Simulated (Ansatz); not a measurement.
# Changed inputs in constrained RPA: ReCl2 (1T sheet)

Aim: hold the target of a cRPA run on ReCl2 (1T sheet) and move one thing at a time.

Program: Ansatz 0.2.0. Level of theory: constrained RPA on LDA, plane waves, PAW. Results are calculated unless marked as measured.

**1. The structure**

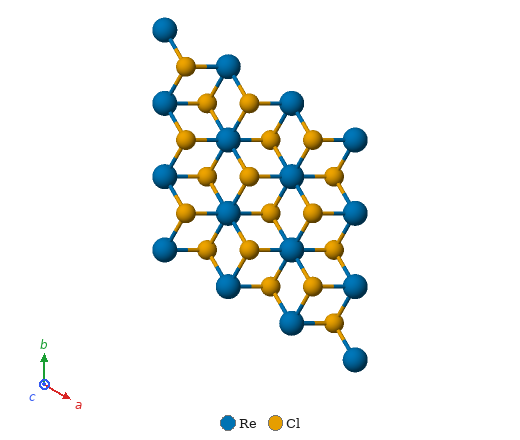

Start, viewed from above; rhenium blue, chlorine orange. 3×3×1 cells are drawn. Some periodic images of atoms are drawn too.

The cell holds 3 atoms: 1 Re and 2 Cl. Cell: a = 3.595 Å, b = 3.595 Å, c = 30.112 Å, α = 90.0°, β = 90.0°, γ = 120.0°. Vacuum lies along c.

The structure was relaxed with LDA. The structure was generated from a model, not taken from a measurement. The runs that relaxed it are not among those shown. The program's search for lower electronic states was switched off, so nothing shows that the state found is the lowest. Spin-orbit coupling is left out unless a step names it. The default PAW set here is soft_2. Its files were made with PBE. The Coulomb interaction is cut off across the vacuum.

**2. Base: Re t2g, bands v3 to v1, 6×6×1 mesh, medium accuracy**

Constrained RPA screens the interaction with every transition except those inside the target bands, which a later many-body model would treat itself.

The input, input.yaml:

```yaml
crystal:
  lattice:
    - [2.54202218, -2.54202218, 0.0]
    - [-2.54202218, 0.0, -2.54202218]
    - [17.38503569, 17.38503569, -17.38503569]
  atoms:
    - { symbol: Re, position: [0.0, 0.0, 0.3180797022] }
    - { symbol: Cl, position: [0.3333333333, 0.6666666667, 0.3563615235] }
    - { symbol: Cl, position: [0.6666666667, 0.3333333333, 0.2797978809] }
  periodic: [true, true, false]
kpoints:
  mp_grid: { grid: [6, 6, 1] }
hamiltonian:
  xc: lda
scf:
  occupations: { method: gaussian, width: 0.08 }
  n_extra_bands: 19
  max_iter: 150
  lower_state_search: "off"
output:
  crpa:
    kmesh: [6, 6, 1]
    target_bands: [v3, v1]
    projections: [{ species: Re, l: d, shell: 5, orbitals: [dxz, dyz, dxy] }]
  local_orbitals:
    kmesh: [12, 12, 1]
    orbitals: [{ species: Re, l: d, shell: 5, orbitals: [dxz, dyz, dxy] }]
    window: { bands: [v3, v1] }
    seedname: lo
```

Run with:

```
$ ansatz run input.yaml --threads 8 --pin off --max-ram 14745MiB --backend cpu --events-out ev --progress --plain --runs-dir out
```

Numbers of over 12 decimals in the logs are rounded to 6 here.

Output:

```text
scf.n_extra_bands = 19 over 15 filled bands (N_el = 29.0): the run solves 34 bands
Engine: ansatz 0.2.0, aarch64-unknown-linux-gnu
Pseudopotentials: kind: paw
Pseudopotential: Re, paw, valence charge 15, recommended cutoff 420 eV (normal), Re.paw.azcp
Pseudopotential: Cl, paw, valence charge 7, recommended cutoff 420 eV (normal), Cl.paw.azcp
Functional definition: SPW92
  exchange = slater_x
  correlation = pw_c
Crystal: 3 atoms, lattice volume = 337.020 Å³
Basis set: ecut = 420 eV, 6497 PW (Γ)
Bands: 34, of which v1, the nominal top of the filled ones, is band 15 counted from 1 (14 counted from 0)
Symmetry: 12 space group operations
Space group: P-3m1 (ITA 164), of the structure as read, at distance tolerance 7.0e-5 Å
k-points: 7 of 36
Non-local potential: Re, projectors of the file, l = 0: 3, l = 1: 2, l = 2: 2, l = 3: 1
Non-local potential: Cl, projectors of the file, l = 0: 2, l = 1: 2, l = 2: 2
PAW form: soft (Blöchl's): semilocal exchange-correlation on the pseudo side does not see the compensation charge
PAW frozen core: Re, regenerated for the run's functional, and the local potential with it (the file was generated under x = pbe(κ = 0.804, μ = 0.219515), c = pbe(β = 0.066725))
PAW frozen core: Cl, regenerated for the run's functional, and the local potential with it (the file was generated under x = pbe(κ = 0.804, μ = 0.219515), c = pbe(β = 0.066725))
PAW one-centre angular grid: Re, 590 points (default); XC on 64 Gauss nodes
PAW one-centre angular grid: Cl, 110 points (default); XC on 64 Gauss nodes
Initial density: superposition of atomic densities (neutral atoms: chi_scale 0, normalization atom), corrected by the library's trained network
Initial wavefunctions: pseudopotential atomic-orbital guess
Functional: x = slater, c = lda
SCF iter   1: F=—  HF=-12695.006517 eV  |F-HF|=—  |Δ(HF+E_count)|=         —  Δρ=1.00e-2  dr2=2.61e-1  ethr=1.77e-3  ⟨swp⟩=11.6  Hψ=1904  notcnv=0  defer=51
preconditioner: auto → LDOS  [insulator: Δε(μ)=0.129 eV  Ē_g=14.404 eV  σ=0.080 eV  W_gap=0.72  n_scr=16 (ndim 8)  ℏωp=9.3 eV  f_vac=0.807  D(μ)=1.57/eV (n_scr^D=8)  ε∞_Penn≈1.4  β→1.0]
SCF iter   2: F=—  HF=-12695.128971 eV  |F-HF|=—  |Δ(HF+E_count)|=   1.22e-1  Δρ=1.82e-2  dr2=9.94e-1  ethr=8.98e-4  ⟨swp⟩=3.4  Hψ=514  notcnv=0  defer=88  recentre
SCF iter   3: F=—  HF=-12694.937403 eV  |F-HF|=—  |Δ(HF+E_count)|=   1.92e-1  Δρ=3.20e-3  dr2=2.52e-2  ethr=8.98e-4  ⟨swp⟩=2.7  Hψ=345  notcnv=0  defer=88
SCF iter   4: F=—  HF=-12694.932659 eV  |F-HF|=—  |Δ(HF+E_count)|=   4.74e-3  Δρ=6.21e-4  dr2=1.19e-3  ethr=8.68e-5  ⟨swp⟩=2.9  Hψ=410  notcnv=0  defer=87
SCF iter   5: F=—  HF=-12694.932571 eV  |F-HF|=—  |Δ(HF+E_count)|=   8.74e-5  Δρ=4.76e-4  dr2=6.69e-4  ethr=4.09e-6  ⟨swp⟩=2.4  Hψ=276  notcnv=0  defer=87
SCF iter   6: F=—  HF=-12694.932470 eV  |F-HF|=—  |Δ(HF+E_count)|=   1.01e-4  Δρ=8.98e-5  dr2=3.10e-5  ethr=2.31e-6  ⟨swp⟩=2.1  Hψ=188  notcnv=0  defer=87
SCF iter   7: F=—  HF=-12694.932470 eV  |F-HF|=—  |Δ(HF+E_count)|=   3.39e-7  Δρ=3.35e-5  dr2=6.45e-6  ethr=1.07e-7  ⟨swp⟩=3.0  Hψ=312  notcnv=0  defer=87
SCF iter   8: F=—  HF=-12694.932471 eV  |F-HF|=—  |Δ(HF+E_count)|=   1.43e-6  Δρ=1.57e-5  dr2=6.03e-7  ethr=2.22e-8  ⟨swp⟩=2.4  Hψ=256  notcnv=0  defer=87
SCF iter   9: F=-12694.932471 eV  HF=-12694.932471 eV  |F-HF|=3.29e-8  |Δ(HF+E_count)|=   8.07e-8  Δρ=3.72e-6  dr2=5.79e-8  ethr=3.45e-10  ⟨swp⟩=29.3  Hψ=2147  notcnv=0
SCF 1 converged in 9 iterations: F = -12694.932471 eV  dr2 = 5.79e-8
[...]
NSCF: frozen V_eff on 22 k-points
NSCF: frozen V_eff on 7 k-points
[...]
cRPA screening: q 1/36
cRPA screening: q 2/36
cRPA screening: q 8/36 (q-point 3)
cRPA screening: q 14/36 (q-point 4)
cRPA screening: q 17/36 (q-point 8)
cRPA screening: q 23/36 (q-point 9)
cRPA screening: q 35/36 (q-point 15)
SCF converged after 9 iterations
Free energy (F): -12694.932471 eV
Harris-Foulkes:  -12694.932471 eV  (|F-HF|=3.29e-8)
Internal energy: -12694.913964 eV  (E = F + TS)
E sigma→0 (E₀):  -12694.923217 eV
Entropy (-TS):   -0.018508 eV (-6.169 meV/atom)
Fermi energy:    -4.236413 eV
--- Per-component energies (eV) ---
  E_band       = -684.962175
  E_kinetic    = 868.842001
  E_local      = -45413.872547  (includes V_loc(G=0)·N_el)
  E_nonlocal   = 119.036032
  E_hartree    = 22216.558586
  E_xc         = -611.362141
  E_vxc        = -546.103989  (∫ρ·V_xc dr)
  E_paw        = -9653.763920  (= ΣΔE_a)
  E_vpaw       = -146.001042  (= ΣTr[D̂ρ^β])
  E_aug_tail   = 0.000115  (compensation charges beyond the density's cutoff)
  E_ewald      = 19778.947850
  E_core_change = 0.700060  (= ΣΔE_core)
  E_smearing   = -0.018508  (= −TS)
  E_closure    = 0.000000  (closes the sum)
  Σ components = -12694.932471   (vs F -12694.932471, Δ=0.00e0)
--- Band table (eV; the first three rows and the last of 7) ---
  k-point 0: bands = [... 11 lower, -8.8483, -5.6818, -5.6818, -4.4835, -1.6168, -1.6168, -1.4273, -0.5710, ... 15 higher]
  k-point 1: bands = [... 11 lower, -8.6930, -5.5499, -5.0780, -4.1660, -2.5781, -1.8952, -0.7246, -0.0096, ... 15 higher]
  k-point 2: bands = [... 11 lower, -8.9014, -5.6288, -4.4142, -4.2138, -2.3537, -1.8911, -0.0958, 0.8919, ... 15 higher]
  k-point 6: bands = [... 11 lower, -9.8826, -5.3542, -4.2187, -4.2187, -2.0585, -2.0585, 1.4631, 2.3039, ... 15 higher]
  the weakly bound empty levels are not read free of the cell's end (no_gap_told)
--- cRPA (band scheme, projected local orbitals): target bands 13..15 (1-based), 3 Wannier function(s), 6×6×1 mesh, 30 bands' worth read of 35 solved, ecut_chi 136.0 eV, v(q+G=0) probe_charge, pair densities all_electron ---
  χ-basis size per q: N_G = 1197..1254
  window electrons = 5.0000, filled by tetrahedron_uncorrected; constrained ε̄⁻¹(q = 0, 0) head = 0.636543; min gauge Gram eig = 0.6606
  Kanamori averages over each shell's own Wannier functions (sites counted from 0, functions from 1):
    Site 0, 5D, 3 of 5 d orbitals (Wannier functions 1, 2, 3; wannier90's mr 2, 3, 5):
      screened: U = 3.0297 eV, U' = 2.4419 eV, J = 0.2618 eV
      screened, to within: U = 8.7e-3 eV, U' = 8.7e-3 eV, J = 6.0e-4 eV
      bare: V = 10.6809 eV, V' = 9.8129 eV, J = 0.3914 eV
  Hermiticity witness max|P − P†| over intra, direct and exchange elements: 1.42e-14 eV (screened), 1.82e-17 eV (bare)
  Reality witness max|Im| over intra, direct and exchange elements: 5.11e-16 eV (screened), 4.14e-17 eV (bare)
```

Elapsed: 54 s, on 8 threads of Arm Neoverse V2, shared host; peak memory 2.6 GiB; 6.6 min of CPU time.

Numbers from this step:

```
U                                                 : 3.030 eV
U prime (inter-orbital)                           : 2.442 eV
J                                                 : 0.2618 eV
bare V                                            : 10.68 eV
bare J                                            : 0.3914 eV
stated bound on U                                 : 0.008642 eV
U over bare V                                     : 0.2837
electrons in the window                           : 5.000
head of the constrained inverse dielectric matrix : 0.6365
least eigenvalue of the projection's overlap      : 0.6606
target functions                                  : 3
bands in the sums                                 : 30
r.m.s. miss of the model bands                    : 1.46e-4 eV
width of the target bands                         : 1.636 eV
weight of the projected orbitals in the window    : 0.8558
```

On the Re t2g shell, screening brings the on-site interaction from 10.7 eV down to U = 3.03 eV.

**3. Changed: 9×9×1 mesh**

input.yaml, as its differences from that of step 2:

```diff
@@ -21,9 +21,4 @@
   crpa:
-    kmesh: [6, 6, 1]
+    kmesh: [9, 9, 1]
     target_bands: [v3, v1]
     projections: [{ species: Re, l: d, shell: 5, orbitals: [dxz, dyz, dxy] }]
-  local_orbitals:
-    kmesh: [12, 12, 1]
-    orbitals: [{ species: Re, l: d, shell: 5, orbitals: [dxz, dyz, dxy] }]
-    window: { bands: [v3, v1] }
-    seedname: lo
```

Output:

```text
[...]
Crystal: 3 atoms, lattice volume = 337.020 Å³
Basis set: ecut = 420 eV, 6497 PW (Γ)
Bands: 34, of which v1, the nominal top of the filled ones, is band 15 counted from 1 (14 counted from 0)
Symmetry: 12 space group operations
[...]
k-points: 7 of 36
[...]
SCF iter   1: F=—  HF=-12695.006517 eV  |F-HF|=—  |Δ(HF+E_count)|=         —  Δρ=1.00e-2  dr2=2.61e-1  ethr=1.77e-3  ⟨swp⟩=11.6  Hψ=1904  notcnv=0  defer=51
[...]
SCF iter   9: F=-12694.932471 eV  HF=-12694.932471 eV  |F-HF|=3.29e-8  |Δ(HF+E_count)|=   8.07e-8  Δρ=3.72e-6  dr2=5.79e-8  ethr=3.45e-10  ⟨swp⟩=29.3  Hψ=2147  notcnv=0
SCF 1 converged in 9 iterations: F = -12694.932471 eV  dr2 = 5.79e-8
[...]
NSCF: frozen V_eff on 12 k-points
[...]
cRPA screening: q 1/81
cRPA screening: q 2/81
cRPA screening: q 8/81 (q-point 3)
cRPA screening: q 14/81 (q-point 4)
cRPA screening: q 20/81 (q-point 5)
[...]
Internal energy: -12694.913964 eV  (E = F + TS)
E sigma→0 (E₀):  -12694.923217 eV
Entropy (-TS):   -0.018508 eV (-6.169 meV/atom)
Fermi energy:    -4.236413 eV
[...]
--- Band table (eV; the first three rows and the last of 7) ---
  k-point 0: bands = [... 11 lower, -8.8483, -5.6818, -5.6818, -4.4835, -1.6168, -1.6168, -1.4273, -0.5710, ... 15 higher]
  k-point 1: bands = [... 11 lower, -8.6930, -5.5499, -5.0780, -4.1660, -2.5781, -1.8952, -0.7246, -0.0096, ... 15 higher]
  k-point 2: bands = [... 11 lower, -8.9014, -5.6288, -4.4142, -4.2138, -2.3537, -1.8911, -0.0958, 0.8919, ... 15 higher]
  k-point 6: bands = [... 11 lower, -9.8826, -5.3542, -4.2187, -4.2187, -2.0585, -2.0585, 1.4631, 2.3039, ... 15 higher]
  the weakly bound empty levels are not read free of the cell's end (no_gap_told)
[...]
χ-basis size per q: N_G = 1190..1244
[...]
Site 0, 5D, 3 of 5 d orbitals (Wannier functions 1, 2, 3; wannier90's mr 2, 3, 5):
      screened: U = 3.0259 eV, U' = 2.4387 eV, J = 0.2616 eV
      screened, to within: U = 8.6e-3 eV, U' = 8.6e-3 eV, J = 5.8e-4 eV
      bare: V = 10.6608 eV, V' = 9.7934 eV, J = 0.3912 eV
[...]
[key lines of the parts left out:]
SCF converged after 9 iterations
Free energy (F): -12694.932471 eV
```

The job ended after 2.4 min (8 threads; peak memory 2.8 GiB; 18 min of CPU time).

Numbers from this step:

| Quantity | Value |
| --- | --- |
| U | 3.026 eV |
| U prime (inter-orbital) | 2.439 eV |
| J | 0.2616 eV |
| bare V | 10.66 eV |
| bare J | 0.3912 eV |
| stated bound on U | 0.008562 eV |
| U over bare V | 0.2838 |
| electrons in the window | 5.000 |
| head of the constrained inverse dielectric matrix | 0.6547 |
| least eigenvalue of the projection's overlap | 0.6606 |
| target functions | 3 |
| bands in the sums | 30 |
| width of the target bands | 1.636 eV |
| weight of the projected orbitals in the window | 0.8558 |

On the Re t2g shell, screening brings the on-site interaction from 10.7 eV down to U = 3.03 eV.

**4. Changed: 3×3×1 mesh**

input.yaml, as its differences from that of step 3:

```diff
@@ -21,3 +21,3 @@
   crpa:
-    kmesh: [9, 9, 1]
+    kmesh: [3, 3, 1]
     target_bands: [v3, v1]
```

Output:

```text
[...]
Crystal: 3 atoms, lattice volume = 337.020 Å³
Basis set: ecut = 420 eV, 6497 PW (Γ)
Bands: 34, of which v1, the nominal top of the filled ones, is band 15 counted from 1 (14 counted from 0)
Symmetry: 12 space group operations
[...]
k-points: 7 of 36
[...]
the weakly bound empty levels are not read free of the cell's end (no_gap_told)
[...]
χ-basis size per q: N_G = 1200..1215
[...]
Site 0, 5D, 3 of 5 d orbitals (Wannier functions 1, 2, 3; wannier90's mr 2, 3, 5):
      screened: U = 3.0126 eV, U' = 2.4047 eV, J = 0.2689 eV
      screened, to within: U = 8.4e-3 eV, U' = 8.4e-3 eV, J = 6.1e-4 eV
      bare: V = 10.9956 eV, V' = 10.1081 eV, J = 0.4003 eV
[...]
[key lines of the parts left out:]
SCF converged after 9 iterations
Free energy (F): -12694.932471 eV
Fermi energy:    -4.236413 eV
```

Wall time 14 s (8 threads); peak memory 2.4 GiB.

This step gave:

```yaml
u: 3.013 eV
u_prime_inter_orbital: 2.405 eV
j: 0.2689 eV
bare_v: 11.00 eV
bare_j: 0.4003 eV
stated_bound_on_u: 0.008340 eV
u_over_bare_v: 0.2740
electrons_in_the_window: 5.000
head_of_the_constrained_inverse_dielectric_matrix: 0.5859
least_eigenvalue_of_the_projection_s_overlap: 0.6606
target_functions: 3
bands_in_the_sums: 30
width_of_the_target_bands: 1.636 eV
weight_of_the_projected_orbitals_in_the_window: 0.8558
```

On the Re t2g shell, screening brings the on-site interaction from 11.0 eV down to U = 3.01 eV.

**5. Changed: smooth pair densities**

input.yaml, as its differences from that of step 4:

```diff
@@ -21,4 +21,5 @@
   crpa:
-    kmesh: [3, 3, 1]
+    kmesh: [6, 6, 1]
     target_bands: [v3, v1]
     projections: [{ species: Re, l: d, shell: 5, orbitals: [dxz, dyz, dxy] }]
+    pair_densities: pseudo
```

Output:

```text
[...]
Crystal: 3 atoms, lattice volume = 337.020 Å³
Basis set: ecut = 420 eV, 6497 PW (Γ)
Bands: 34, of which v1, the nominal top of the filled ones, is band 15 counted from 1 (14 counted from 0)
Symmetry: 12 space group operations
[...]
k-points: 7 of 36
[...]
the weakly bound empty levels are not read free of the cell's end (no_gap_told)
[...]
χ-basis size per q: N_G = 1197..1254
[...]
Site 0, 5D, 3 of 5 d orbitals (Wannier functions 1, 2, 3; wannier90's mr 2, 3, 5):
      screened: U = 3.0422 eV, U' = 2.4394 eV, J = 0.2685 eV
      screened, to within: U = 6.1e-3 eV, U' = 6.1e-3 eV, J = 3.3e-4 eV
      screened, sum over states alone: U = 3.3261 eV, U' = 2.5998 eV, J = 0.3131 eV
      bare: V = 10.6809 eV, V' = 9.8129 eV, J = 0.3914 eV
[...]
[key lines of the parts left out:]
SCF converged after 9 iterations
Free energy (F): -12694.932471 eV
Fermi energy:    -4.236413 eV
```

Elapsed: 48 s, on 8 threads; peak memory 2.5 GiB.

This step gave:

```
U                                                 : 3.042 eV
U prime (inter-orbital)                           : 2.439 eV
J                                                 : 0.2685 eV
bare V                                            : 10.68 eV
bare J                                            : 0.3914 eV
stated bound on U                                 : 0.006069 eV
U over bare V                                     : 0.2848
electrons in the window                           : 5.000
head of the constrained inverse dielectric matrix : 0.6367
least eigenvalue of the projection's overlap      : 0.6606
target functions                                  : 3
bands in the sums                                 : 30
width of the target bands                         : 1.636 eV
weight of the projected orbitals in the window    : 0.8558
```

On the Re t2g shell, screening brings the on-site interaction from 10.7 eV down to U = 3.04 eV.

**6. Changed: accuracy low**

input.yaml, as its differences from that of step 5:

```diff
@@ -24,2 +24,2 @@
     projections: [{ species: Re, l: d, shell: 5, orbitals: [dxz, dyz, dxy] }]
-    pair_densities: pseudo
+    accuracy: low
```

Output:

```text
[...]
Crystal: 3 atoms, lattice volume = 337.020 Å³
Basis set: ecut = 420 eV, 6497 PW (Γ)
Bands: 34, of which v1, the nominal top of the filled ones, is band 15 counted from 1 (14 counted from 0)
Symmetry: 12 space group operations
[...]
k-points: 7 of 36
[...]
the weakly bound empty levels are not read free of the cell's end (no_gap_told)
[...]
χ-basis size per q: N_G = 1197..1254
[...]
Site 0, 5D, 3 of 5 d orbitals (Wannier functions 1, 2, 3; wannier90's mr 2, 3, 5):
      screened: U = 3.0036 eV, U' = 2.4207 eV, J = 0.2598 eV
      screened, to within: U = 1.1e-1 eV, U' = 1.1e-1 eV, J = 7.6e-3 eV
      bare: V = 10.6809 eV, V' = 9.8129 eV, J = 0.3914 eV
[...]
[key lines of the parts left out:]
SCF converged after 9 iterations
Free energy (F): -12694.932471 eV
Fermi energy:    -4.236413 eV
```

Wall time 35 s (8 threads); peak memory 2.5 GiB; 4.3 min of CPU time.

This step gave:

* U: 3.004 eV
* U prime (inter-orbital): 2.421 eV
* J: 0.2598 eV
* bare V: 10.68 eV
* bare J: 0.3914 eV
* stated bound on U: 0.1064 eV
* U over bare V: 0.2812
* electrons in the window: 5.000
* head of the constrained inverse dielectric matrix: 0.6365
* least eigenvalue of the projection's overlap: 0.6606
* target functions: 3
* bands in the sums: 30
* width of the target bands: 1.636 eV
* weight of the projected orbitals in the window: 0.8558

On the Re t2g shell, screening brings the on-site interaction from 10.7 eV down to U = 3.00 eV.

(Continued in part 2 of 2.)

[Paths, hosts, dates, memory and timing lines, banners, echoed tables and standing remarks are left out of the program output.]

[Logs are printed without paths, hosts, clocks, repeated set-up lines and the standing remarks that a program may print on its own settings, such as how far it seeks lower states.]

[Runs of the session that timed out or met a known fault of the program may be left out.]

[Hosts, paths, dates, database ids (printed as entryN), source tags and the programs' standing remarks are cut or masked in the printed files.]
